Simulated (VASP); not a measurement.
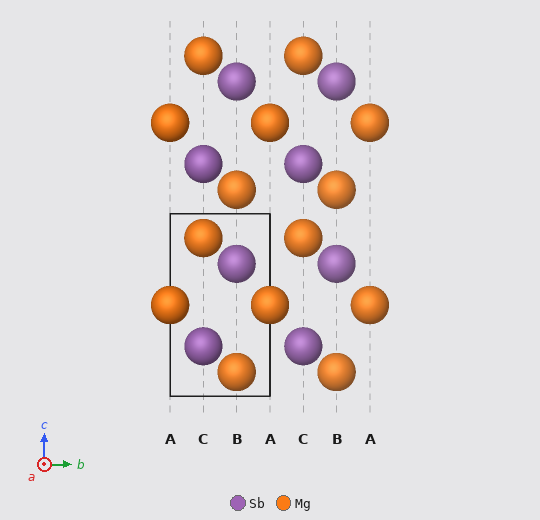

The picture looks along a close-packed row of the hexagonal mesh; c points upwards. The dashed lines mark the three columns A (0, 0), B (1/3, 2/3) and C (2/3, 1/3). The sequence starts with the first layer at or above the cell's origin.

Mg3Sb2: coordinates from a relaxation with VASP 6.6.1, VASP Kohn-Sham DFT of a periodic cell, RPBE, VASP PAW PBE potentials, recommended.

Read off the stacking sequence over one period.

Mg(B) – Sb(C) – Mg(A) – Sb(B) – Mg(C) (five layers in 7.33 Å).

How are the Sb layers alone stacked?

Sb layers alone: CB, the hexagonal close-packed type.

Which positions between or in the Sb layers do the other atoms fill?

Mg: one octahedral site and two tetrahedral sites in each hexagonal cell.

Heights of the layers:

```
layer  atoms (column)  height (Å)  to next (Å)
    1           Mg(B)        0.97         1.04
    2           Sb(C)        2.01         1.66
    3           Mg(A)        3.67         1.66
    4           Sb(B)        5.32         1.04
    5           Mg(C)        6.36         1.94
```
